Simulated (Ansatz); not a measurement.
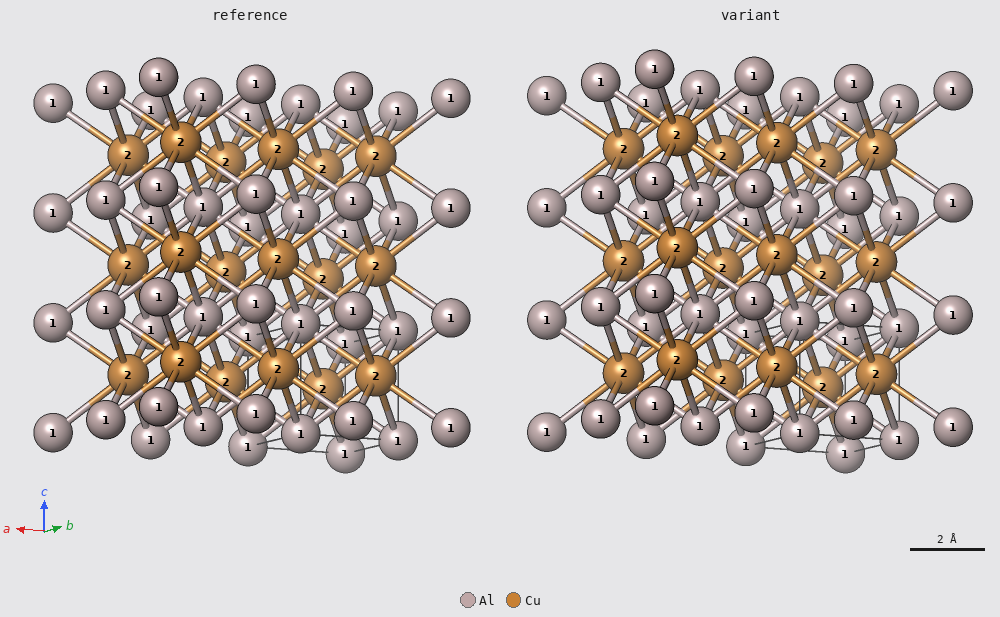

Left: a symmetric starting cell of AlCu. Right: the same structure after one change, at the same scale. Style: ball-and-stick. Shown: the cell of the calculation, repeated 3 × 2 × 3 with one cell outlined, from a free direction.

Theory: DFT PBEsol, scalar-relativistic, plane waves, PAW in Ansatz 0.2.0. (plane-wave cutoff 420 eV; k-point mesh 12 × 12 × 12; occupations gaussian; smearing width 0.1 eV; no spin polarisation)

**What distinguishes the right structure from the left one?**

All lengths are scaled by +2.1 % (volume +6.6 %), the atoms keeping their fractional coordinates. No relaxation follows. The starting cell wasn't computed here and needn't be at equilibrium, so pressure and forces aren't due to the change alone.

**What does the change do?**

Near-neighbour distances before and after: Al–Cu 2.596 → 2.652 Å. The space group stays Pm-3m (No. 221). The pressure is −10.6 GPa (not all of it need come from the change, since the unchanged cell can be under pressure at this level too). All forces vanish by symmetry.
